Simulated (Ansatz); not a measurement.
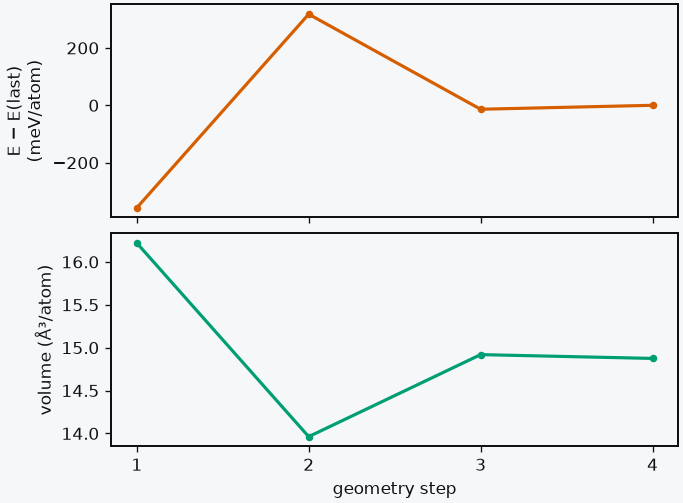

History of a geometry optimisation. The run: Sc (Fm-3m, 1 atom in the cell), by DFT PBEsol, scalar-relativistic, plane waves, PAW (Ansatz 0.2.0); cutoff 420 eV, 18×18×18 k-mesh, Gaussian smearing of 0.1 eV. Atoms and cell relax. A closing SCF on a freshly chosen basis isn't drawn.

The optimisation met its thresholds at geometry 4, counting the start as the first. The energy of the last step lies about 360 meV/atom above the first, with a rise at steps 2 and 4. The target is 50 GPa, so the enthalpy and not the energy is minimised. All forces vanish by symmetry, so only the cell moves. The volume shrinks from 16.2 to 14.9 Å³ per atom (−8 %), overshooting to 14.0 at step 2.
